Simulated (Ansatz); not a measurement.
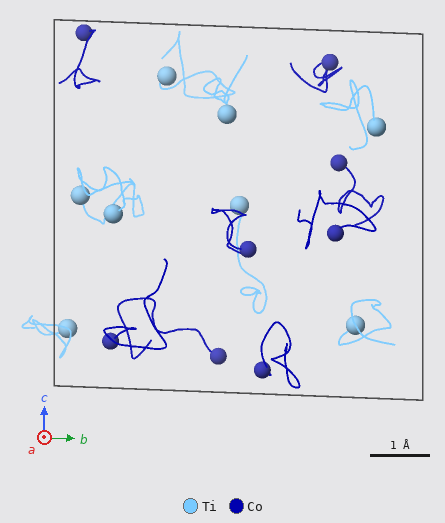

Molecular dynamics of an amorphous cell of composition TiCo (16 atoms in the cell), 429 fs long. Lines trace each atom's path, in the colour of its element; spheres stand at the starting positions. Seen along the a axis in the simulation cell.

Method: DFT PBE, scalar-relativistic, plane waves, PAW (Ansatz 0.2.0). Set-up: plane-wave cutoff 420 eV; k-point mesh 1 × 1 × 1; Fermi-Dirac smearing 0.24 eV; volume 1.16 times that of the relaxed crystal; set temperature 2780 K; time step 3 fs.

Input file:
```yaml
crystal:
  lattice:
    - [6.211936, -0.023787, 0.057159]
    - [-0.023787, 6.330915, -0.123412]
    - [0.057159, -0.123412, 6.282785]
  atoms:
    - { symbol: Ti, position: [0.154935556, 0.3060334562, 0.8582551815] }
    - { symbol: Ti, position: [0.0605905254, 0.5029121284, 0.5125139334] }
    - { symbol: Ti, position: [0.0966473162, 0.0368791304, 0.1580750825] }
    - { symbol: Ti, position: [0.3252615874, 0.0713575404, 0.5232402657] }
    - { symbol: Ti, position: [0.5756560438, 0.4693093102, 0.7600869479] }
    - { symbol: Ti, position: [0.5354656236, 0.8177498984, 0.197531937] }
    - { symbol: Ti, position: [0.8892255447, 0.8746981861, 0.7412528858] }
    - { symbol: Ti, position: [0.76485298, 0.1606304136, 0.4762145984] }
    - { symbol: Co, position: [0.4824592293, 0.7725133437, 0.6394338689] }
    - { symbol: Co, position: [0.818108798, 0.5650058641, 0.0654415286] }
    - { symbol: Co, position: [0.9033733801, 0.7633482513, 0.4468269516] }
    - { symbol: Co, position: [0.3068742543, 0.4454945902, 0.0983296148] }
    - { symbol: Co, position: [0.3784770159, 0.0813538579, 0.967614857] }
    - { symbol: Co, position: [0.6880389811, 0.1532660301, 0.1279763138] }
    - { symbol: Co, position: [0.2162832377, 0.7484749766, 0.9132862198] }
    - { symbol: Co, position: [0.6337202546, 0.5263187927, 0.3936649931] }
  symmetry: { detect: false }
basis:
  ecutwfc: 420
  xc_grid: 1
kpoints:
  mp_grid: { grid: [1, 1, 1], shift: [0.25, 0.25, 0.25] }
hamiltonian:
  xc: pbe
scf:
  occupations: { method: fermi_dirac, width: 0.2396 }
  lower_state_search: "off"
  convergence: { dr2_threshold: 1.0e-05 }
output:
  forces: true
  stress: true
md:
  timestep: 3.0
  n_steps: 143
  ensemble: nvt_langevin
  friction: 0.005
  temperature: 2780.0
  initial_velocities: maxwell_boltzmann
  seed: 35061
```

Launched with:
```bash
ansatz run input.yaml --threads 2 --pin off --max-ram 5120MiB --backend cpu --events-out ev --progress --plain --runs-dir out
```

> How do the atoms move?

Root-mean-square distances from the starting positions over the second half, with the common drift of all atoms taken out: Ti 1.21 Å, Co 1.17 Å. Against the typical shortest distance between atoms in the first frame, about 2.2 Å these are large excursions, but over 429 fs one can't yet tell strong vibration from the start of diffusion. 2 of the 16 free atoms end more than three quarters of that spacing from the start.

Limits of the set-up: the k-point mesh is coarse for a cell with partly filled bands; the periodic images lie only 6.2 Å apart, so the values are limited by the cell's size.
